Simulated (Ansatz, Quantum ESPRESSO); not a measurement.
# SiC(11-20), H on both faces: the gap along the path at a withheld member of a series

**Set-up.** Quantum ESPRESSO 7.5, PBE, GBRV ultrasoft. All atoms relax in a periodic cell with 16 Å of vacuum in the starting cell; runs with a sawtooth field of 0 and 0.1 V/Å and a dipole correction follow on the relaxed atoms, and bands along a path. Fermi-Dirac smearing of 0.002 Ry. The slabs take the lattice constants of the bulk relaxed by the same program. The series steps the number of layers.

```tsv
number of layers	gap along the path (eV)
3 layers	3.698
4 layers	3.435
5 layers	3.089
6 layers	2.876
7 layers	2.814
```

One more run was made and is withheld. What is the gap along the path at 8 layers?

**Fit.** The rows at 6 layers and 7 layers give a slope of (2.814 − (2.876))/(7 − (6)) = −0.062, so a straight line gives 2.752 eV. A parabola through these and the row at 5 layers gives 2.903 eV.

**The withheld run.** 2.697 eV. The line misses by +0.055 and the parabola by +0.206 eV. The line does better here.

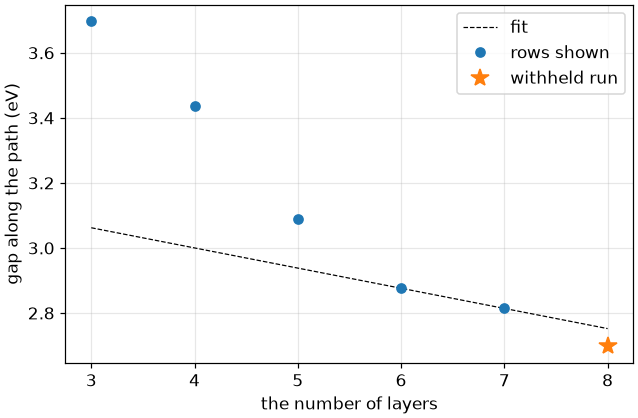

The rows shown, the fit and the withheld run.

Caveats: Semilocal gaps are too small; no spin-orbit coupling; every broken bond is capped, which crowds large atoms; the ions are held in the field.

[Logs are printed without paths, hosts, clocks, repeated set-up lines and the standing remarks that a program may print on its own settings, such as how far it seeks lower states.]
